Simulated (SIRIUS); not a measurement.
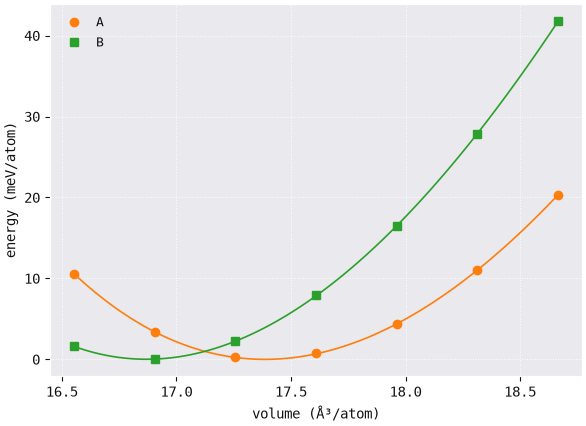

The figure compares two calculations of the energy against volume, each curve from its own zero. The first is for MgS, space group Fm-3m (No. 225).

The cell holds 2 atoms.

Method: all-electron LAPW DFT, no spin polarisation; energies at scaled volumes of the given cell, shape and fractions fixed, counted from the fit's minimum, third-order Birch-Murnaghan fit (SIRIUS 7.12.0). Level: LDA.

- k mesh: 9×9×9
- occupations: Fermi–Dirac
- smearing width: 0.05 eV
- potentials: all electron FP LAPW
- program settings: basis apw+lo standard, gk cutoff 3.41 1/bohr, pw cutoff 20 1/bohr

In the second, the level changes from LDA to PBEsol.

Question: Which of A and B is the second calculation, and what did the change do?

Answer: A. The equilibrium volume rises from 16.87 to 17.39 Å³/atom (+3.1 %) and the bulk modulus falls from 83.2 to 78.1 GPa (−6.1 %).

V0 and the bulk modulus come from third-order Birch–Murnaghan fits.
